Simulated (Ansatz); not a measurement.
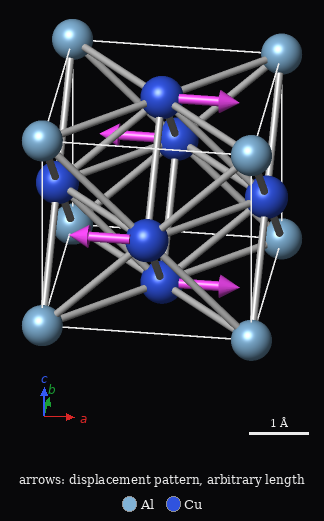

The lowest optical mode of crystalline AlCu₃, space group Pm-3m (No. 221), at the zone centre. The pink arrows are the displacements of the atoms (eigenvector over the root of the mass), of arbitrary overall length and sign. A ball-and-stick model of the cell of the calculation, seen from a free direction.

Method: DFT PBEsol, scalar-relativistic, plane waves, PAW (Ansatz 0.2.0). (plane-wave cutoff 420 eV; k-point mesh 12 × 12 × 12; occupations fermi dirac; smearing width 0.15 eV; no spin polarisation)

The frequencies depend somewhat on the k-mesh and the smearing.

### Is the structure stable against all modes at this point?

Yes: this softest mode has a real frequency, and so have all others here. That speaks for this wave vector alone: the rest of the zone wasn't checked in this run. This is the T₂u mode (triply degenerate; one member of the set is drawn) at 165 cm⁻¹, the lowest optical level, silent by symmetry (neither infrared- nor Raman-active). The Al atoms stay at rest; all motion is along a; atoms of one kind move against one another, with no net shift of their sublattice.
